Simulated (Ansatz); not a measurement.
Ta$_{16}$N$_{15}$ (cell with a defect)

Input file:

```
crystal:
  lattice:
    - [-4.4172695543, -4.4172695543, 4.4172695543]
    - [4.4172695543, -4.4172695543, -4.4172695543]
    - [4.4172695543, 4.4172695543, 4.4172695543]
  atoms:
    - { symbol: Ta, position: [0.25, 0.75, 0.5] }
    - { symbol: Ta, position: [0.0, 0.75, 0.75] }
    - { symbol: Ta, position: [0.5, 0.5, 0.5] }
    - { symbol: Ta, position: [0.25, 0.5, 0.75] }
    - { symbol: Ta, position: [0.0, 0.5, 0.0] }
    - { symbol: Ta, position: [0.75, 0.75, 0.0] }
    - { symbol: Ta, position: [0.5, 0.75, 0.25] }
    - { symbol: Ta, position: [0.0, 0.0, 0.5] }
    - { symbol: Ta, position: [0.75, 0.25, 0.5] }
    - { symbol: Ta, position: [0.5, 0.25, 0.75] }
    - { symbol: Ta, position: [0.25, 0.25, 0.0] }
    - { symbol: Ta, position: [0.0, 0.25, 0.25] }
    - { symbol: Ta, position: [0.75, 0.5, 0.25] }
    - { symbol: Ta, position: [0.75, 0.0, 0.75] }
    - { symbol: Ta, position: [0.5, 0.0, 0.0] }
    - { symbol: Ta, position: [0.25, 0.0, 0.25] }
    - { symbol: "N", position: [0.0, 0.0, 0.0] }
    - { symbol: "N", position: [0.5, 0.75, 0.75] }
    - { symbol: "N", position: [0.25, 0.75, 0.0] }
    - { symbol: "N", position: [0.0, 0.75, 0.25] }
    - { symbol: "N", position: [0.75, 0.0, 0.25] }
    - { symbol: "N", position: [0.5, 0.0, 0.5] }
    - { symbol: "N", position: [0.0, 0.25, 0.75] }
    - { symbol: "N", position: [0.75, 0.5, 0.75] }
    - { symbol: "N", position: [0.5, 0.5, 0.0] }
    - { symbol: "N", position: [0.25, 0.5, 0.25] }
    - { symbol: "N", position: [0.0, 0.5, 0.5] }
    - { symbol: "N", position: [0.75, 0.75, 0.5] }
    - { symbol: "N", position: [0.75, 0.25, 0.0] }
    - { symbol: "N", position: [0.5, 0.25, 0.25] }
    - { symbol: "N", position: [0.25, 0.25, 0.5] }
basis:
  ecutwfc: 420
  xc_grid: 2
kpoints:
  mp_grid: { grid: [4, 4, 4], shift: [0.5, 0.5, 0.5] }
hamiltonian:
  xc: pbe
scf:
  occupations: { method: gaussian, width: 0.1 }
output:
  forces: true
  stress: false
  eigenvalues: true
  write_density: true
  write_potential: true
  elf: true
  volumetric_format: npy
relax:
  adjacent_minimum: "off"
  f_tol: 0.025
  max_steps: 45
```

Command:

```sh
ansatz run input.yaml --threads 4 --pin off --max-ram 10240MiB --backend cpu --events-out ev --progress --plain --runs-dir out
```

The fields are those of the run's last geometry, not of the input's.

Computed without spin polarisation.

All numbers below come from DFT PBE, scalar-relativistic, plane waves, PAW (Ansatz 0.2.0).

The density is the valence pseudo-density of a PAW calculation; it isn't the true density close to the nuclei.

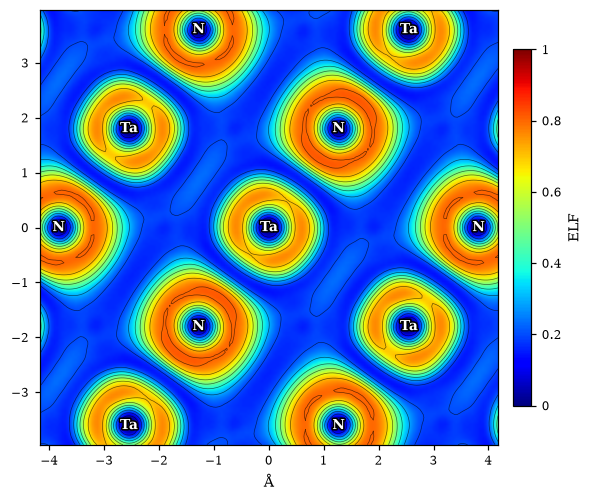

Figure 1. ELF on the (010) plane of the calculation cell.

Q: Interpret the plot.

A:
- The plane passes through Ta and N nuclei.
- Ta–N (2.21 Å): the ELF peaks at about 0.80 in the valence shell of N, 0.6 Å from its nucleus, and is about 0.15 at the midpoint; no localised pair shows between them.
- Ta–Ta (3.12 Å): the ELF is about 0.25 at the midpoint; no localised pair shows between them.
- The features right at Ta lie inside the PAW spheres, where the map follows smoothed inner orbitals and isn't to be read closely.

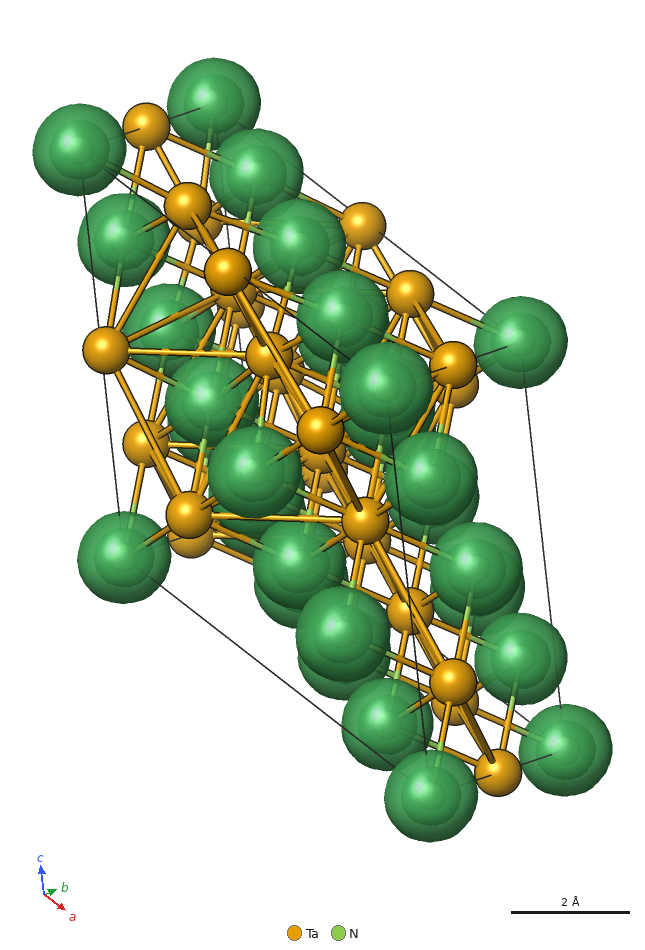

Figure 2. Isosurface of the ELF at 0.75 (green), seen slightly off an axis. Core shells and regions of very low density are left out. Sticks mark near contacts.

Q: What do the ELF domains correspond to?

A: The surface consists of 15 regions wrapped around N (the valence shell of each), counted in one cell of 31 atoms. Regions shared between cells count once. Profiles from the grid: Ta–Ta (2.89 Å): the ELF is about 0.40 at the midpoint.

Q: Metal or insulator at this level of theory?

A: It is gapless in this calculation (a metal or semimetal).
